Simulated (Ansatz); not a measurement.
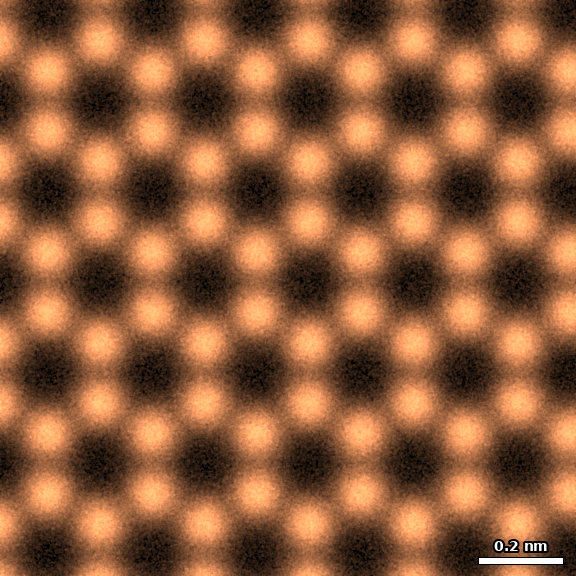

Z-contrast image of Fe. Simulation: incoherent imaging, intensity Z^1.6 per atom, probe width 0.93 Å, thin sample. The probe carries 25 % of its weight in a tail 2.5 times as wide. The display is stretched by a gamma of 0.65; percentages refer to the linear signal. Shot noise was added.

### Measure the repeat of the pattern.

The pattern repeats on a hexagonal net with a repeat of 2.5 Å.

### Which plane group does this projection have?

p6mm: sixfold points with mirror lines through them.

### How many columns does the smallest repeating cell hold, and how many levels of brightness?

2 columns in the primitive cell of 5.6 Å², all of one brightness.

The crystal is Fe (P6_3/mmc, No. 194) seen along [001]. Atomic positions: the geometry relaxed at fixed volume with DFT r2SCAN, scalar-relativistic, plane waves, PAW (Ansatz); the starting structure was generated, so it need not be a known form of this composition.
